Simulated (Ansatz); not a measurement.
Consider SnO₂.

```xyz
12
Lattice="4.7428 0.0000 0.0000 0.0000 5.7514 0.0000 0.0000 0.0000 5.2485" Properties=species:S:1:pos:R:3 pbc="T T T"
Sn    2.3714    3.8327    3.9364
Sn    0.0000    4.7943    1.3121
Sn    2.3714    1.9187    1.3121
Sn    0.0000    0.9570    3.9364
O     3.4665    3.4829    0.4080
O     1.0951    5.1442    4.8405
O     3.6477    5.1442    3.0322
O     1.2763    3.4829    2.2163
O     3.4665    2.2685    3.0322
O     1.0951    0.6072    2.2163
O     3.6477    0.6072    0.4080
O     1.2763    2.2685    4.8405
```

Space group Pbcn; a structure from a database of computed crystals, not necessarily the ambient phase; started from the database structure prototype, which need not be the ambient phase.

Level of theory: DFT, PBEsol, plane waves, PAW (Ansatz 0.2.0).

**Predict the valence pseudo-density and electron localisation function between the atoms.**

Sn–O (2.07 Å): ρ is about 0.66 e/Å³ halfway; the ELF peaks at about 0.80 in the valence shell of O, 0.6 Å from its nucleus, and is about 0.25 at the midpoint: no localised pair shows between them.

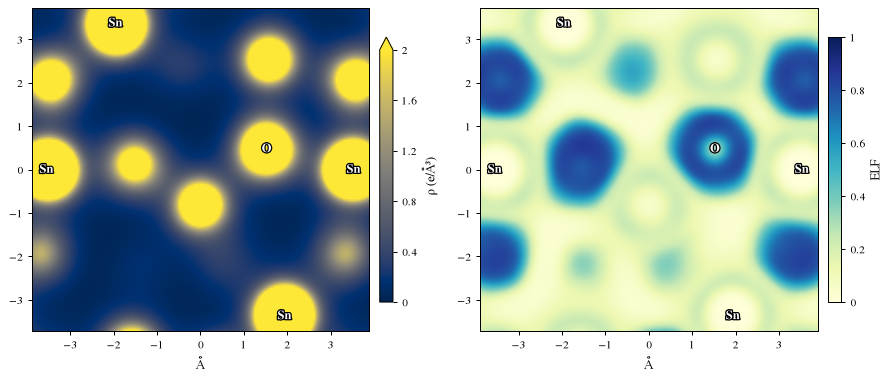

Computed valence pseudo-density and electron localisation function on the (111) plane of the conventional cell, in this order. Atoms just off the plane (Sn, 0.5 Å away and O, 0.4 Å away) can leave unmarked features too.

The density is the valence pseudo-density of a PAW calculation; it isn't the true density close to the nuclei.
